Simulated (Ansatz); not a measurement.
## Geometry relaxation, with input and output: ZnO (part 1 of 2)

The run: geometry relaxation of ZnO (P6₃mc, 4 atoms in the cell). Method and program: DFT HSE06, scalar-relativistic, plane waves, PAW, no spin polarisation (Ansatz 0.2.0).

The structure derives from an entry of the Crystallography Open Database. Figures and captions count atoms from 1; the log counts them from 0 in places.

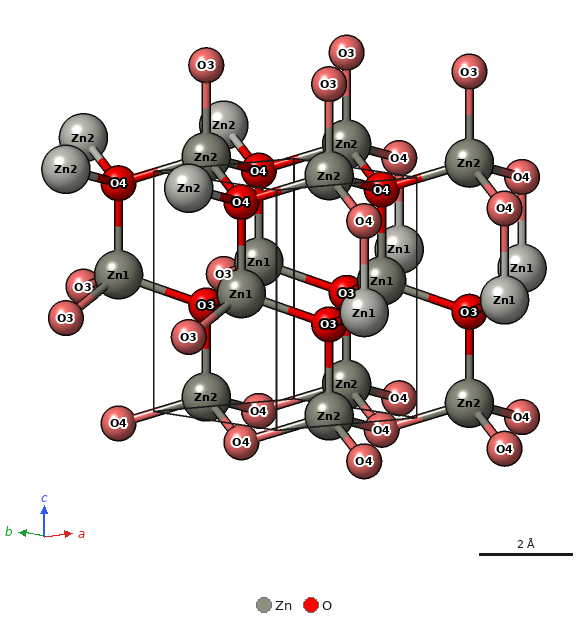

*The starting structure (ball-and-stick view of the cell of the calculation, repeated 2 × 2 × 1, seen at an oblique angle; neighbours outside the cell are drawn fainter; atoms are numbered from 1 in the order of the input).*

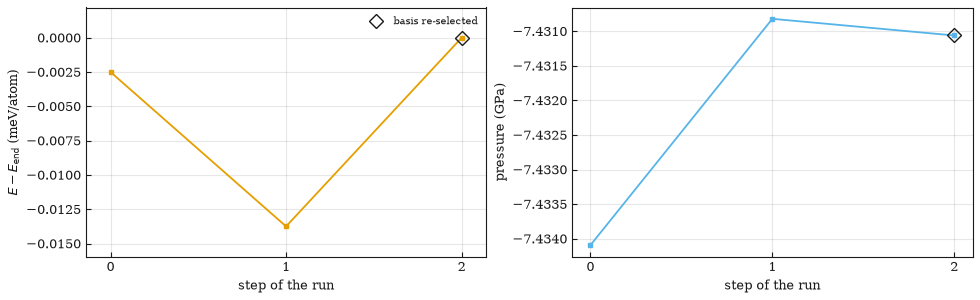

*Progress of the relaxation, step by step (the first geometry is step 0 here and step 1 in the log).*

The atoms keep their places relative to the cell (all moves are under 0.005 Å). The space group stays P6_3mc (No. 186). Over 1 geometry step the energy falls by next to nothing (0.0 meV per atom). The largest force component goes from 0.0038 to 0.0034 eV/Å. The pressure goes from −7.43 to −7.43 GPa. A last SCF at the same geometry on a re-selected plane-wave basis shifts the energy by +0.0 meV per atom. (Atoms are counted from 1 in the order of the input.)

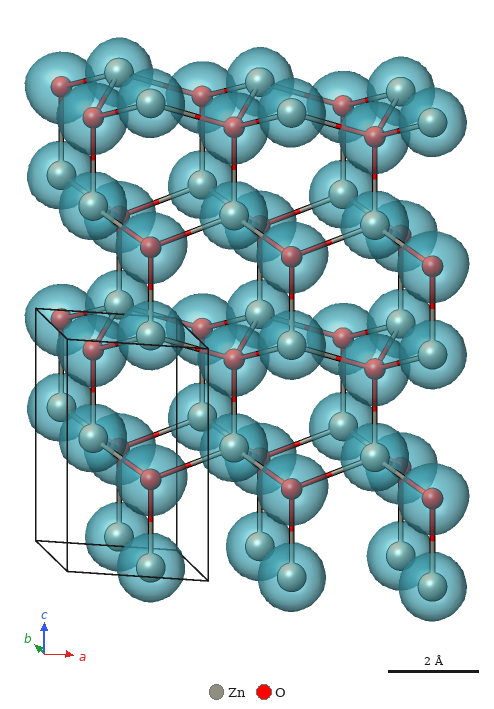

*Isosurface of the valence pseudo-density at 0.8 e/Å³ (cyan), seen slightly off an axis. Sticks mark near contacts. The outline is the cell set on symmetry axes.*

At this value the density breaks into separate islands; it holds about 75 % of the electrons treated as valence. It is pinched off along the Zn–O (2.02 Å) contacts. On the grid the lowest density along these lines, outside the cores, is 0.53 e/Å³ (Zn–O, 2.02 Å). In a PAW calculation such maps are meaningful between the atoms, not at the nuclei.

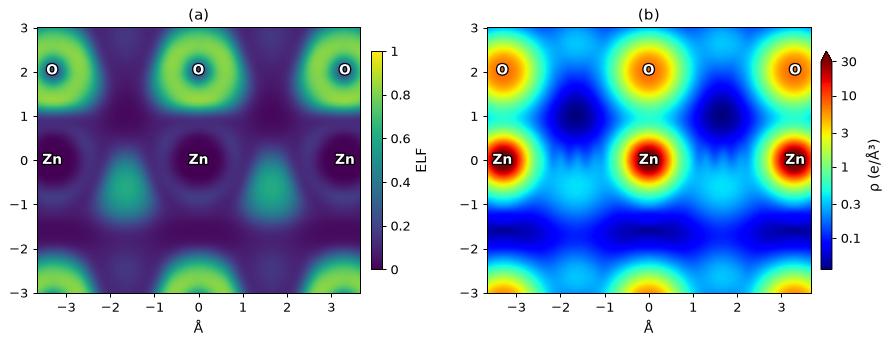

*(a) electron localisation function; (b) valence charge density (pseudo) on the (010) plane of the conventional cell.*

Atoms in the plane: Zn and O. Zn–O (2.03 Å): ρ is about 0.55 e/Å³ halfway; the ELF is about 0.25 at the midpoint. Away from the nuclei the density in this plane falls to 0.04 e/Å³ at its lowest.

These pictures come from the run below.

The input
```yaml
crystal:
  lattice:
    - [3.3144156774, 0.0, 0.0]
    - [-1.6572078387, 2.8703681753, 0.0]
    - [0.0, 0.0, 5.3221533667]
  atoms:
    - { symbol: Zn, position: [0.3333333333, 0.6666666667, 0.4991523983] }
    - { symbol: Zn, position: [0.6666666667, 0.3333333333, -0.0008476017] }
    - { symbol: O, position: [0.6666666667, 0.3333333333, 0.3798576017] }
    - { symbol: O, position: [0.3333333333, 0.6666666667, 0.8798576017] }
basis:
  ecutwfc: 420
kpoints:
  mp_grid: { grid: [6, 6, 4] }
hamiltonian:
  xc: hse06
scf:
  occupations: { method: gaussian, width: 0.02 }
output:
  forces: true
  stress: true
  eigenvalues: true
  write_density: true
  write_potential: true
  elf: true
  volumetric_format: npy
relax:
  adjacent_minimum: "off"
  f_tol: 0.01
  max_steps: 30
  cell: { stress_tol: 0.1, fix: [volume] }
```

Command:
```bash
ansatz run input.yaml --threads 4 --pin off --max-ram 10240MiB --backend cpu --events-out ev --progress --plain --runs-dir out
```

The program's output
```
Engine: ansatz 0.2.0, x86_64-unknown-linux-gnu
Pseudopotentials: kind: paw
Pseudopotential: Zn, paw, valence charge 12, recommended cutoff 420 eV (normal), Zn.paw.azcp
Pseudopotential: O, paw, valence charge 6, recommended cutoff 420 eV (normal), O.paw.azcp
Functional definition: HSE06
  parameter a = 0.25
  parameter omega = 0.11/bohr
  exchange = pbe_x - a*pbe_x_sr(omega) + a*exact_x_sr(omega)
  correlation = pbe_c
Crystal: 4 atoms, lattice volume = 50.633 Å³
Basis set: ecut = 420 eV, 989 PW (Γ), exchange–correlation on 48×48×72 points (8 copies of the dense FFT grid, shifted against one another)
Bands: 22, of which v1, the nominal top of the filled ones, is band 18 counted from 1 (17 counted from 0)
Symmetry: 12 space group operations
Space group: P63mc (ITA 186), of the structure as read, at distance tolerance 3.7e-5 Å
k-points: 21 of 144 (time reversal used)
Non-local potential: Zn, projectors of the file, l = 0: 2, l = 1: 2, l = 2: 3, l = 3: 1
Non-local potential: O, projectors of the file, l = 0: 2, l = 1: 2, l = 2: 1
PAW form: soft (Blöchl's): semilocal exchange-correlation on the pseudo side does not see the compensation charge
PAW frozen core: Zn, regenerated for the run's functional, and the local potential with it (the file was generated under x = pbe(κ = 0.804, μ = 0.2195149727645171), c = pbe(β = 0.06672455060314922))
PAW frozen core: O, regenerated for the run's functional, and the local potential with it (the file was generated under x = pbe(κ = 0.804, μ = 0.2195149727645171), c = pbe(β = 0.06672455060314922))
PAW one-centre angular grid: Zn, 590 points (default); XC on 64 Gauss nodes
PAW one-centre angular grid: O, 110 points (default); XC on 96 Gauss nodes
Initial density: superposition of atomic densities (neutral atoms: chi_scale 0, normalization atom), corrected by the library's trained network
Initial wavefunctions: pseudopotential atomic-orbital guess
Functional: x = pbe(κ = 0.804, μ = 0.2195149727645171), c = pbe(β = 0.06672455060314922), warm-up for x = pbe(κ = 0.804, μ = 0.2195149727645171) + 0.25 (exact − pbe) at short range (hse, ω = 0.20786987370883472 Å⁻¹), c = pbe(β = 0.06672455060314922); HSE06 as pw.x's `hse` composes it (authors' and Libxc's form: `xc: wpbeh`)
SCF iter   1: F=—  HF=-7773.688112 eV  |F-HF|=—  |Δ(HF+E_count)|=         —  Δρ=2.28e-3  dr2=1.56e-3  ethr=1.77e-3  ⟨swp⟩=8.9  Hψ=2148  notcnv=0
preconditioner: auto → none  [insulator: Δε(μ)=0.725 eV  Ē_g=12.314 eV  σ=0.020 eV  W_gap=1.00  n_scr=22 (ndim 8)  ℏωp=31.3 eV  f_vac=0.048  D(μ)=0.00/eV (n_scr^D=0)]
SCF iter   2: F=—  HF=-7773.688062 eV  |F-HF|=—  |Δ(HF+E_count)|=   5.03e-5  Δρ=1.57e-3  dr2=8.45e-4  ethr=4.32e-6  ⟨swp⟩=4.7  Hψ=1764  notcnv=0  defer=2
iter 3 solved again at ethr=2.64e-8 eV; its pass at ethr=2.35e-6 eV (dr2=9.51e-6 eV) is discarded
SCF iter   3: F=—  HF=-7773.687728 eV  |F-HF|=—  |Δ(HF+E_count)|=   3.34e-4  Δρ=2.62e-4  dr2=9.73e-6  ethr=2.64e-8  ⟨swp⟩=2.8  Hψ=2145  notcnv=0
SCF iter   4: F=—  HF=-7773.687779 eV  |F-HF|=—  |Δ(HF+E_count)|=   5.15e-5  Δρ=1.38e-4  dr2=2.10e-6  ethr=2.64e-8  ⟨swp⟩=3.0  Hψ=1013  notcnv=0
SCF iter   5: F=—  HF=-7773.687803 eV  |F-HF|=—  |Δ(HF+E_count)|=   2.40e-5  Δρ=1.33e-5  dr2=4.42e-8  ethr=5.83e-9  ⟨swp⟩=3.0  Hψ=1214  notcnv=0
SCF iter   6: F=—  HF=-7773.687803 eV  |F-HF|=—  |Δ(HF+E_count)|=   2.08e-7  Δρ=3.35e-6  dr2=4.76e-9  ethr=1.23e-10  ⟨swp⟩=3.3  Hψ=1190  notcnv=0
SCF iter   7: F=-7773.687803 eV  HF=-7773.687803 eV  |F-HF|=9.55e-11  |Δ(HF+E_count)|=   3.72e-9  Δρ=4.67e-7  dr2=5.05e-11  ethr=1.32e-11  ⟨swp⟩=3.7  Hψ=1123  notcnv=0
SCF 1 converged in 7 iterations: F = -7773.687803 eV  dr2 = 5.05e-11
  greatest PAW one-centre occupation: 0.987 electrons in one spin orbital (limit 2), on the Zn atom at site 0 (counted from 0), in its partial waves of l = 2
Initial density: handed on by an earlier stage of this run
Initial wavefunctions: those handed on with the density
Functional: x = pbe(κ = 0.804, μ = 0.2195149727645171) + 0.25 (exact − pbe) at short range (hse, ω = 0.20786987370883472 Å⁻¹), c = pbe(β = 0.06672455060314922); HSE06 as pw.x's `hse` composes it (authors' and Libxc's form: `xc: wpbeh`)
Exchange kernel: α = 0.2500, screened, ω = 0.2079 Å⁻¹, Wigner–Seitz truncation, v(0) = 1045.0599 eV·Å³, q-mesh 6×6×4, nearest image of the exchange supercell L = 19.89 Å, pair-density grid 20×20×30, without the augmentation charges, whose exchange is taken in its separable form by FFT convolution over the k-point mesh (sized by the pseudopotential files, 20×20×36 at the most), smooth part of the exact exchange by density-matrix convolution
Frozen-core exchange: fock
iter 1 solved again at ethr=3.82e-4 eV; its pass at ethr=1.00e-1 eV (dr2=1.38e-1 eV) is discarded
SCF iter   1: F=—  HF=-7773.386956 eV  |F-HF|=—  |Δ(HF+E_count)|=         —  Δρ=2.57e-2  dr2=1.85e-1  ethr=3.82e-4  ⟨swp⟩=4.2  Hψ=2218  notcnv=0
preconditioner: auto → none  [insulator: Δε(μ)=2.439 eV  Ē_g=15.278 eV  σ=0.020 eV  W_gap=1.00  n_scr=22 (ndim 8)  ℏωp=31.3 eV  f_vac=0.048  D(μ)=0.00/eV (n_scr^D=0)]
SCF iter   2: F=—  HF=-7773.329159 eV  |F-HF|=—  |Δ(HF+E_count)|=   5.78e-2  Δρ=4.98e-3  dr2=7.89e-3  ethr=3.82e-4  ⟨swp⟩=4.0  Hψ=1512  notcnv=0
SCF iter   3: F=—  HF=-7773.346239 eV  |F-HF|=—  |Δ(HF+E_count)|=   1.71e-2  Δρ=5.74e-3  dr2=8.41e-3  ethr=1.41e-5  ⟨swp⟩=4.0  Hψ=1692  notcnv=0
SCF iter   4: F=—  HF=-7773.344819 eV  |F-HF|=—  |Δ(HF+E_count)|=   1.42e-3  Δρ=2.40e-3  dr2=1.87e-3  ethr=1.41e-5  ⟨swp⟩=2.0  Hψ=847  notcnv=0
SCF iter   5: F=—  HF=-7773.344830 eV  |F-HF|=—  |Δ(HF+E_count)|=   1.04e-5  Δρ=9.18e-4  dr2=4.29e-4  ethr=3.32e-6  ⟨swp⟩=3.0  Hψ=1247  notcnv=0
SCF iter   6: F=—  HF=-7773.346078 eV  |F-HF|=—  |Δ(HF+E_count)|=   1.25e-3  Δρ=7.06e-4  dr2=1.66e-4  ethr=8.21e-7  ⟨swp⟩=4.0  Hψ=1515  notcnv=0
SCF iter   7: F=-7773.345991 eV  HF=-7773.345995 eV  |F-HF|=4.00e-6  |Δ(HF+E_count)|=   8.32e-5  Δρ=8.77e-5  dr2=4.04e-6  ethr=4.41e-7  ⟨swp⟩=3.2  Hψ=1199  notcnv=0
SCF 2 stopped early in 7 iterations: F = -7773.345991 eV  dr2 = 4.04e-6
  Residual-converged pass: ⟨swp⟩=4.0  Hψ=1391  notcnv=0  max |occ|·‖R‖ = 6.5e-6 eV (tolerance 6.7e-6 eV)  dr2=4.00e-6  dr2_onsite=7.49e-7  max |Δocc| = 0.0e0
  greatest PAW one-centre occupation: 0.989 electrons in one spin orbital (limit 2), on the Zn atom at site 0 (counted from 0), in its partial waves of l = 2
hybrid outer 1: dexx = +2.602e-2 eV, tail = 9.76e-5 eV
Exchange kernel: α = 0.2500, screened, ω = 0.2079 Å⁻¹, Wigner–Seitz truncation, v(0) = 1045.0599 eV·Å³, q-mesh 6×6×4, nearest image of the exchange supercell L = 19.89 Å, pair-density grid 20×20×30, without the augmentation charges, whose exchange is taken in its separable form by FFT convolution over the k-point mesh (sized by the pseudopotential files, 20×20×36 at the most), smooth part of the exact exchange by density-matrix convolution
Frozen-core exchange: fock
SCF iter   1: F=—  HF=-7773.344683 eV  |F-HF|=—  |Δ(HF+E_count)|=         —  Δρ=1.28e-4  dr2=7.12e-6  ethr=1.36e-6  ⟨swp⟩=4.1  Hψ=1036  notcnv=0
preconditioner: auto → none  [insulator: Δε(μ)=2.375 eV  Ē_g=15.032 eV  σ=0.020 eV  W_gap=1.00  n_scr=22 (ndim 8)  ℏωp=31.3 eV  f_vac=0.059  D(μ)=0.00/eV (n_scr^D=0)]
SCF iter   2: F=—  HF=-7773.344686 eV  |F-HF|=—  |Δ(HF+E_count)|=   2.32e-6  Δρ=2.88e-5  dr2=5.36e-7  ethr=1.90e-8  ⟨swp⟩=4.0  Hψ=1436  notcnv=0
SCF iter   3: F=—  HF=-7773.344687 eV  |F-HF|=—  |Δ(HF+E_count)|=   1.30e-6  Δρ=1.62e-5  dr2=1.41e-7  ethr=9.70e-10  ⟨swp⟩=4.0  Hψ=1454  notcnv=0
SCF iter   4: F=—  HF=-7773.344687 eV  |F-HF|=—  |Δ(HF+E_count)|=   2.57e-8  Δρ=3.97e-6  dr2=6.06e-9  ethr=3.41e-10  ⟨swp⟩=3.0  Hψ=965  notcnv=0
SCF iter   5: F=—  HF=-7773.344687 eV  |F-HF|=—  |Δ(HF+E_count)|=   4.16e-8  Δρ=2.40e-6  dr2=3.04e-9  ethr=7.76e-12  ⟨swp⟩=4.0  Hψ=1253  notcnv=0
SCF iter   6: F=-7773.344687 eV  HF=-7773.344687 eV  |F-HF|=8.73e-11  |Δ(HF+E_count)|=   1.21e-9  Δρ=4.65e-7  dr2=1.03e-10  ethr=7.76e-12  ⟨swp⟩=4.0  Hψ=1228  notcnv=0
SCF 3 converged in 6 iterations: F = -7773.344687 eV  dr2 = 1.03e-10
  Residual-converged pass: ⟨swp⟩=3.0  Hψ=1158  notcnv=0  max |occ|·‖R‖ = 2.1e-7 eV (tolerance 2.7e-7 eV)  dr2=1.02e-10  dr2_onsite=5.17e-11  max |Δocc| = 0.0e0
hybrid outer 2: dexx = +1.611e-6 eV, tail = 3.67e-8 eV, Δε = 5.16e-3 eV (about 1.29e-4 eV left of the loop's levels), ΔF = 6.93e-4 eV/Å (tail 2.46e-4)
Exchange kernel: α = 0.2500, screened, ω = 0.2079 Å⁻¹, Wigner–Seitz truncation, v(0) = 1045.0599 eV·Å³, q-mesh 6×6×4, nearest image of the exchange supercell L = 19.89 Å, pair-density grid 20×20×30, without the augmentation charges, whose exchange is taken in its separable form by FFT convolution over the k-point mesh (sized by the pseudopotential files, 20×20×36 at the most), smooth part of the exact exchange by density-matrix convolution
Frozen-core exchange: fock
SCF iter   1: F=—  HF=-7773.344687 eV  |F-HF|=—  |Δ(HF+E_count)|=         —  Δρ=3.09e-6  dr2=2.28e-9  ethr=5.10e-10  ⟨swp⟩=6.7  Hψ=1149  notcnv=0
preconditioner: auto → none  [insulator: Δε(μ)=2.376 eV  Ē_g=15.032 eV  σ=0.020 eV  W_gap=1.00  n_scr=22 (ndim 8)  ℏωp=31.3 eV  f_vac=0.059  D(μ)=0.00/eV (n_scr^D=0)]
SCF iter   2: F=—  HF=-7773.344687 eV  |F-HF|=—  |Δ(HF+E_count)|=  4.17e-10  Δρ=1.02e-6  dr2=3.28e-10  ethr=5.49e-12  ⟨swp⟩=4.0  Hψ=1414  notcnv=0
SCF iter   3: F=-7773.344687 eV  HF=-7773.344687 eV  |F-HF|=1.64e-11  |Δ(HF+E_count)|=  1.04e-10  Δρ=1.66e-7  dr2=7.06e-11  ethr=1.00e-12  ⟨swp⟩=3.5  Hψ=1188  notcnv=0
SCF 4 converged in 3 iterations: F = -7773.344687 eV  dr2 = 7.06e-11
  Residual-converged pass: ⟨swp⟩=2.9  Hψ=889  notcnv=0  max |occ|·‖R‖ = 2.7e-7 eV (tolerance 2.7e-7 eV)  dr2=7.10e-11  dr2_onsite=1.29e-11  max |Δocc| = 0.0e0
  greatest PAW one-centre occupation: 0.989 electrons in one spin orbital (limit 2), on the Zn atom at site 1 (counted from 0), in its partial waves of l = 2
hybrid outer 3: dexx = +4.472e-10 eV, tail = 1.74e-10 eV, Δε = 8.26e-5 eV (about 9.61e-6 eV left of the loop's levels), ΔF = 1.72e-5 eV/Å (tail 9.36e-6)
relax step   1: F+E_penalty+E_count = -7773.34468691 eV  Δ(F+E_penalty+E_count) = +0.000e0 eV  max|allowed force component| = 3.780e-3 eV/Å  Δτ_max = 0.0000 Å  P = -7.434 GPa  Ω = 50.633 Å³  fix = [volume]  reactions: volume -7.434 GPa  (23 SCF iters, accepted)
Exchange kernel: α = 0.2500, screened, ω = 0.2079 Å⁻¹, Wigner–Seitz truncation, v(0) = 1045.0554 eV·Å³, q-mesh 6×6×4, nearest image of the exchange supercell L = 19.88 Å, pair-density grid 20×20×30, without the augmentation charges, whose exchange is taken in its separable form by FFT convolution over the k-point mesh (sized by the pseudopotential files, 20×20×36 at the most), smooth part of the exact exchange by density-matrix convolution
Frozen-core exchange: fock
iter 1 solved again at ethr=6.27e-7 eV; its pass at ethr=1.00e-1 eV (dr2=2.26e-4 eV) is discarded
```
